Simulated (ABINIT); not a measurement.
BN (P6_3/mmc): refractive index against wavelength

The refractive index of BN (P6_3/mmc) along x below the direct gap (4.72 eV on the mesh) is read from one computed spectrum, n = √(Re ε). x, y and z are the Cartesian axes of the input cell.

Cell: a, b, c = 2.498, 2.498, 6.636 Å (primitive vectors), 4 atoms.

Method: ABINIT 10.8.3, PBE, independent particles, k-mesh 14×14×5, Lorentzian half width 0.05 eV.

Launch of the response step: `optic optic.abi`. The run took 60 s, its band step included, on 4 threads of Arm Neoverse V1, with other jobs on the host.

```tsv
wavelength (nm)	photon energy E (eV)	n
850	1.459	2.2165
700	1.771	2.2365
633	1.959	2.2511
532	2.331	2.2867
450	2.755	2.3412
405	3.061	?
365	3.397	2.4676
```

In the single-oscillator model n² − 1 = E₀E_d/(E₀² − E²), so 1/(n² − 1) = E₀/E_d − E²/(E₀E_d) is linear in E².

Working, on the rows shown:

| x = E² (eV²) | y = 1/(n² − 1) |
| --- | --- |
| 2.12762 | 0.255567 |
| 3.13716 | 0.249879 |
| 3.83641 | 0.245854 |
| 5.43137 | 0.236463 |
| 7.59115 | 0.223154 |
| 11.5384 | 0.1965 |

Means: x̄ = 5.6104, ȳ = 0.23457. Σ(x − x̄)(y − ȳ) = -0.3796, Σ(x − x̄)² = 60.49. Slope = -0.3796 / 60.49 = -0.006276; intercept = ȳ − slope · x̄ = 0.26978. Turned back into n, the line misses the rows shown by at most 0.0045.

Q: What does the fit predict for the withheld row, and how well does it do?

A: At x = 9.3718 the line gives y = 0.21096, that is 2.3959. The run gave 2.3932, so the interpolation is off by 0.0027, 1.1 % of the range in the table.

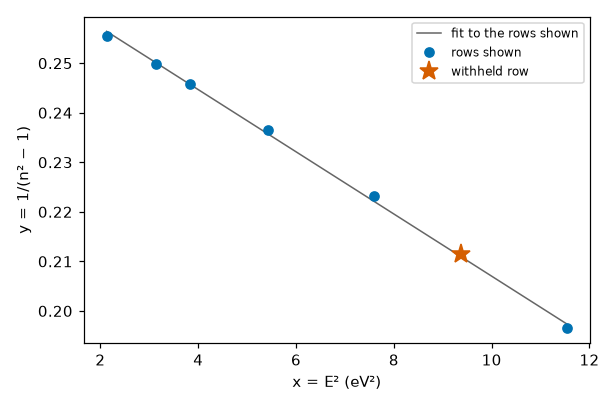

Refitted with all rows, the slope is -0.006251 and the intercept 0.26971. These give E₀ = √(intercept/−slope) = 6.57 eV and E_d = E₀/intercept = 24.4 eV; E₀ is 1.4 times the direct gap. The electronic limit at long wavelengths, without lattice vibrations, is n = √(1 + 1/intercept) = 2.170. The cell comes from an older database entry, whose edges can be off by a per cent or so. Excitons are left out and so are local fields; PBE gaps are as a rule too small. The values come from a sum over the points of one k-mesh and carry its error, which grows as the direct gap shrinks.

[Logs are printed without paths, hosts, clocks, repeated set-up lines and the standing remarks that a program may print on its own settings, such as how far it seeks lower states.]
